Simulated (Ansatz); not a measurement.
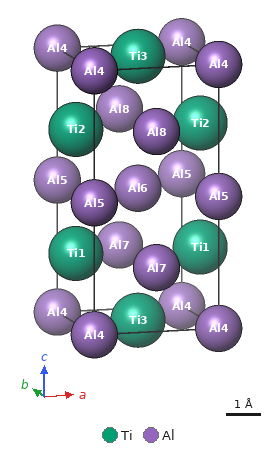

Starting structure of crystalline Ti₃Al₅ (set up in Pmmm). Style: spheres-only. Shown: the cell of the calculation, slightly off an axis.

Case: relaxed functional: LDA.

Theory: Ansatz, DFT LDA, scalar-relativistic, plane waves, PAW.

Input file:
```yaml
crystal:
  lattice:
    - [3.90101378, 0.0, 0.0]
    - [0.0, 4.01393894, 0.0]
    - [0.0, 0.0, 8.0832905]
  atoms:
    - { symbol: Ti, position: [0.0, 0.5, 0.26506523] }
    - { symbol: Ti, position: [0.0, 0.5, 0.73493477] }
    - { symbol: Ti, position: [0.5, 0.5, 0.0] }
    - { symbol: Al, position: [0.0, 0.0, 0.0] }
    - { symbol: Al, position: [0.0, 0.0, 0.5] }
    - { symbol: Al, position: [0.5, 0.5, 0.5] }
    - { symbol: Al, position: [0.5, 0.0, 0.24223368] }
    - { symbol: Al, position: [0.5, 0.0, 0.75776632] }
basis:
  ecutwfc: 420
kpoints:
  mp_grid: { grid: [10, 10, 6] }
hamiltonian:
  xc: lda
scf:
  occupations: { method: gaussian, width: 0.1 }
output:
  forces: true
  stress: true
  eigenvalues: true
relax:
  adjacent_minimum: "off"
  f_tol: 0.01
  max_steps: 60
  cell: { stress_tol: 0.05 }
```

Command:
```bash
ansatz run input.yaml --threads 2 --pin off --max-ram 5120MiB --backend cpu --events-out ev --progress --plain --runs-dir out
```

**What does the optimiser find from here?**

Over 3 accepted moves (4 points after the start) the energy falls by 9.3 meV per atom. The largest force component goes from 0.1 to 0.0018 eV/Å. Pressure: −4.57 GPa at the start and −0.04 GPa at the end. At 1 point the geometry stayed and the basis and grid were re-selected for the new cell (energy shift of 0.2 meV per atom at most each time). The largest moves relative to the cell, 0.005 Å, are those of Al7 and Al8. Al7 goes along −c. By element the largest moves are Al 0.005 Å, Ti 0.003 Å. The volume changes by −3.9 %, with a 3.901 → 3.848 Å (−1.4 %), b 4.014 → 3.961 Å (−1.3 %), c 8.083 → 7.979 Å (−1.3 %). Near-neighbour distances that change, for instance: Ti1–Ti3 2.897 → 2.857 Å, Ti1–Al4 2.936 → 2.895 Å, Al4–Al7 2.764 → 2.724 Å, Ti3–Al4 2.799 → 2.761 Å. The space group stays Pmmm (No. 47).

History of the run:

| step | E − E(0), meV/atom | largest force component, eV/Å | pressure, GPa | volume, Å³/atom | note |
| --- | --- | --- | --- | --- | --- |
| 0 | 0.00 | 0.1007 | -4.57 | 15.821 |  |
| 1 | -5.40 | 0.2233 | 3.14 | 14.834 |  |
| 2 | -9.44 | 0.0112 | -0.18 | 15.223 |  |
| 3 | -9.46 | 0.0017 | -0.01 | 15.202 |  |
| 4 | -9.27 | 0.0018 | -0.04 | 15.202 | same geometry, new basis |

After the run, drawn alike:

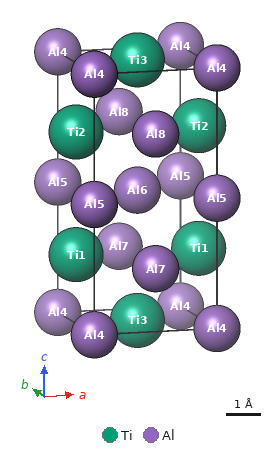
